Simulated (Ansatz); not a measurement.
# Ge: what the fields show

The calculation's input:

```
crystal:
  lattice:
    - [-3.469663098, 3.469663098, 3.469663098]
    - [3.469663098, -3.469663098, 3.469663098]
    - [3.469663098, 3.469663098, -3.469663098]
  atoms:
    - { symbol: Ge, position: [0.5, 0.0, 0.7758705671] }
    - { symbol: Ge, position: [0.7958385093, 0.5, 0.0] }
    - { symbol: Ge, position: [0.0, 0.7958385093, 0.5] }
    - { symbol: Ge, position: [0.7041614907, 0.7041614907, 0.7041614907] }
    - { symbol: Ge, position: [0.5, 0.0, 0.2041614907] }
    - { symbol: Ge, position: [0.2041614907, 0.5, 0.0] }
    - { symbol: Ge, position: [0.0, 0.2041614907, 0.5] }
    - { symbol: Ge, position: [0.2958385093, 0.2958385093, 0.2958385093] }
basis:
  ecutwfc: 420
kpoints:
  mp_grid: { grid: [8, 8, 8] }
hamiltonian:
  xc: pbesol
scf:
  occupations: { method: gaussian, width: 0.15 }
output:
  forces: true
  stress: true
  eigenvalues: true
  write_density: true
  write_potential: true
  elf: true
  volumetric_format: npy
```

Launched as:

```sh
ansatz run input.yaml --threads 2 --pin off --max-ram 5120MiB --backend cpu --events-out ev --progress --plain --runs-dir out
```

Below, planes, directions and counts refer to the conventional cell (a = 9.81 Å, b = 9.81 Å, c = 6.01 Å, α = 90.00°, β = 90.00°, γ = 120.00°).

Space group R3; a structure from a database of computed crystals, not necessarily the ambient phase; changed on purpose from its base cell (atom 1 (Ge) moved -0.120 A towards its neighbour atom 5 (Ge) at 2.454 A); not relaxed (largest force 0.6 eV/Å).

Theory: Ansatz, DFT PBEsol, scalar-relativistic, plane waves, PAW.

In a PAW calculation such maps are meaningful between the atoms, not at the nuclei.

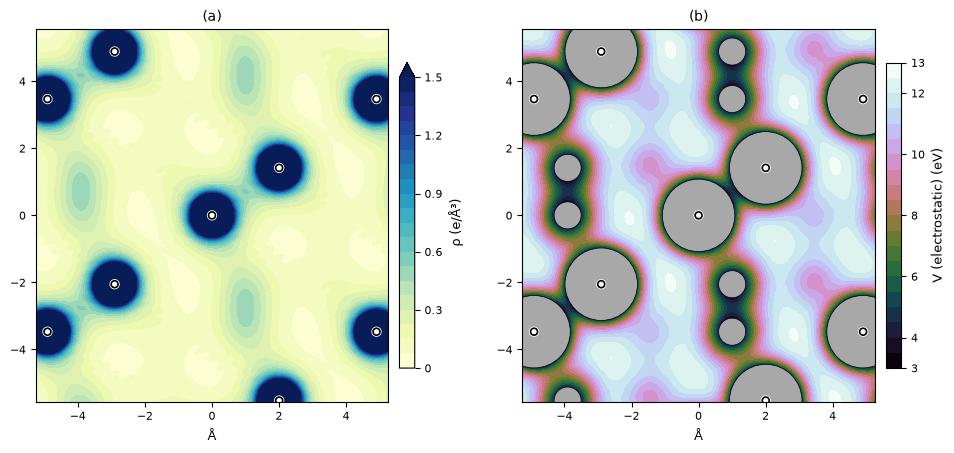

Figure 1. (a) valence electron density; (b) electrostatic potential energy of an electron on the (101) plane of the conventional cell. Circles mark the nuclei in the plane (Ge). Grey discs cover the atomic cores in the potential map.

Read the bonding off the picture.

- Atoms in the plane: Ge.
- Ge–Ge (2.45 Å): the density is about 0.55 e/Å³ at the midpoint.
- Between the atoms the lowest density in this plane is 0.05 e/Å³.
- Outside the cores the potential energy rises away from the atoms and is highest about 2.1 Å from the nearest atoms; its zero is arbitrary.

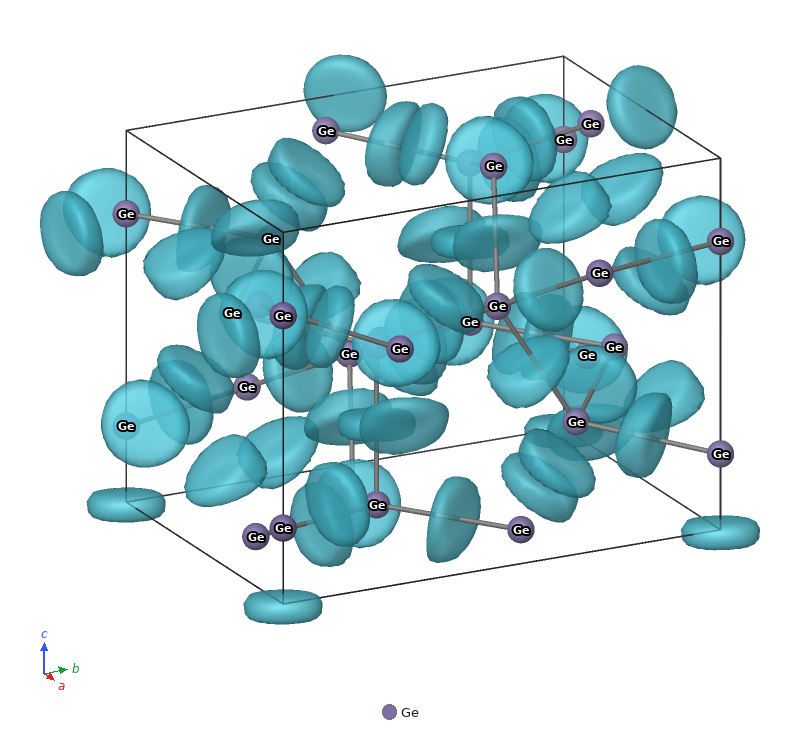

Figure 2. Isosurface of the ELF at 0.6 (cyan), seen slightly off an axis. Only the valence region is drawn (cores and ρ < 0.01 e/Å³ removed). Sticks mark near contacts.

Where are the electrons localised?

The ELF exceeds this value in 48 regions between bonded Ge–Ge atoms, counted in one cell of 24 atoms. Any copies at cell faces, edges or corners count once.


Ge–Ge (2.45 Å): the ELF peaks at about 0.75 between the atoms. Ge–Ge (2.49 Å): the ELF peaks at about 0.75 between the atoms.

Does the calculation give a band gap?

It is metallic or semimetallic at this level of theory: no gap opens.
